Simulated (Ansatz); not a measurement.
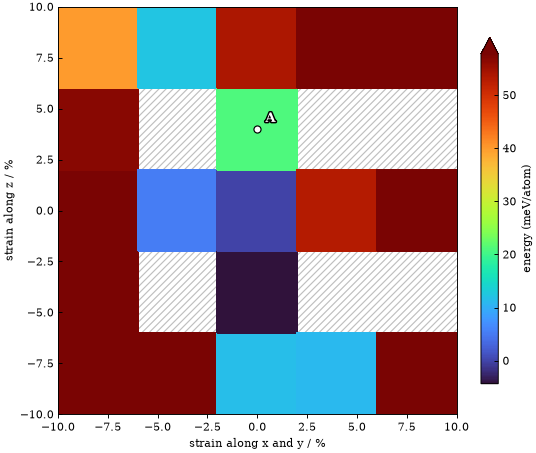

Pb (Fm-3m, No. 225; 1 atom in the cell). The cell is strained homogeneously, by one strain along x and y and another along z, with fractional coordinates fixed (x, y and z along the cube axes). The first coordinate is: strain along x and y; the second: strain along z. The grid has 5 × 5 points. At 6 points there is no value. Points are written as (first, second). Energies are in meV/atom, from the unstrained cell. The reference cell is the one listed in the database, not relaxed at this level. Level of theory: DFT LDA, scalar-relativistic, plane waves, PAW (Ansatz 0.2.0). Settings: cutoff 420 eV, k-mesh 16×16×16, gaussian smearing 0.15 eV, no spin polarisation.

Drawn: one coloured cell a grid point, one colour for all values above the top of the scale, hatched blanks where no value was computed, the point A.

Question: Is A at rest? If not, where is it pushed?

Answer: A, at (0 %, 4 %), is not a stationary point. The computed force is 12 meV/atom for each 1 % towards smaller values of strain along x and y and 6.9 meV/atom for each 1 % towards smaller values of strain along z.
